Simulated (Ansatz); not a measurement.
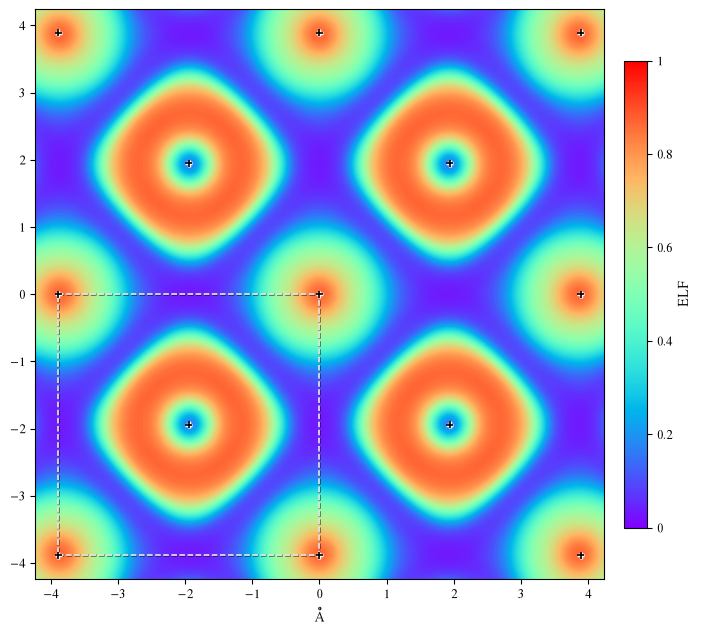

The electron localisation function on a plane through atoms (crosses mark nuclei in the plane).

Level of theory: Ansatz 0.2.0, DFT, r2SCAN+rVV10, plane waves, PAW.

Candidates:
A. WSe₂, a = 3.30 Å, b = 3.30 Å, c = 13.15 Å, α = 90.00°, β = 90.00°, γ = 120.00°. Space group P6₃/mmc; started from the 2H (MoS2) bulk prototype, which need not be the ambient phase.
B. AgCl, a = 3.89 Å, b = 3.89 Å, c = 5.50 Å, α = 90.00°, β = 90.39°, γ = 90.00°. Space group P2₁/m; a structure from a database of computed crystals, not necessarily the ambient phase; started from the database structure prototype, which need not be the ambient phase.
C. AlN, a = 2.74 Å, b = 10.98 Å, c = 2.75 Å, α = 90.00°, β = 90.00°, γ = 90.00°. Space group Cmcm; a structure from a database of computed crystals, not necessarily the ambient phase; started from the TlCl-63 prototype, which need not be the ambient phase.

### Which system is this?

Candidate B: AgCl on the (001) plane of the calculation cell, which holds Ag and Cl. Ag–Cl (2.75 Å): the ELF peaks at about 0.85 in the valence shell of Cl, 0.8 Å from its nucleus, and drops to about 0.10 between the two atoms; no localised pair shows between them.
